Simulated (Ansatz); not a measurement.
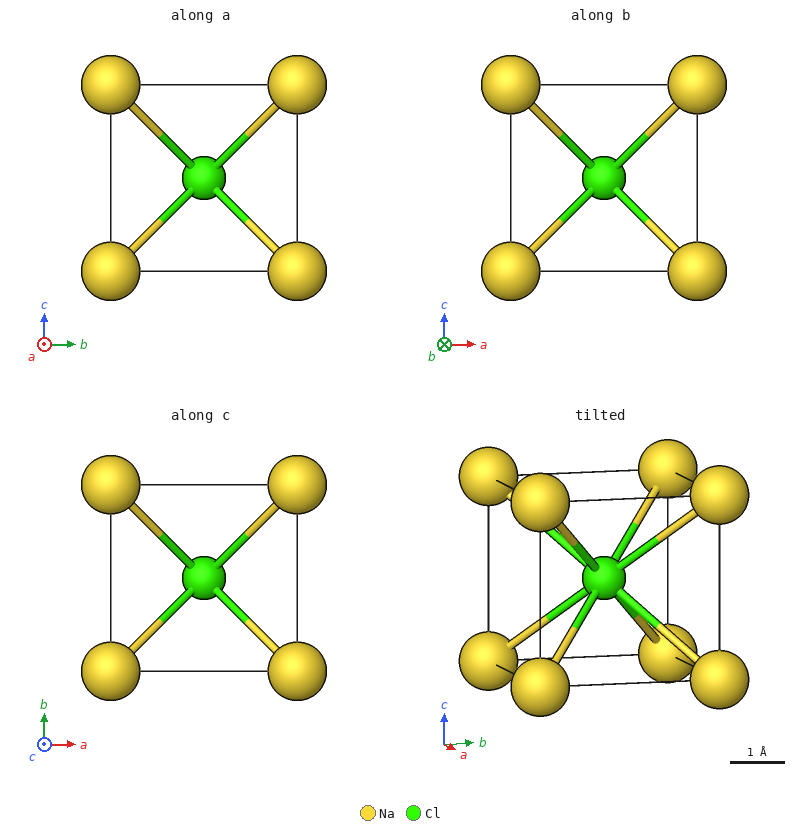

Structure drawing (ball-and-stick), viewed along the a axis, along the b axis, along the c axis and slightly off an axis. The frame is the conventional unit cell; atoms at its boundary are shown with their periodic copies.

Lattice parameters: a = 3.4595 Å, b = 3.4595 Å, c = 3.4595 Å, α = 90.000°, β = 90.000°, γ = 90.000°.

Q: From the views, write a CIF with its space group and independent sites.

A:
```cif
data_structure
_symmetry_space_group_name_H-M 'P m -3 m'
_symmetry_Int_Tables_number 221
_cell_length_a 3.4595
_cell_length_b 3.4595
_cell_length_c 3.4595
_cell_angle_alpha 90.000
_cell_angle_beta 90.000
_cell_angle_gamma 90.000
_cell_volume 41.41
loop_
_atom_site_label
_atom_site_type_symbol
_atom_site_symmetry_multiplicity
_atom_site_Wyckoff_symbol
_atom_site_fract_x
_atom_site_fract_y
_atom_site_fract_z
_atom_site_occupancy
Na1 Na 1 a 0.0000 0.0000 0.0000 1
Cl1 Cl 1 b 0.5000 0.5000 0.5000 1
```

Starting structure: a structure type filled with these elements by a generator (whether the compound takes this form wasn't checked). Earlier steps of the study may have refined or changed the cell and positions. It went into a calculation with Ansatz.
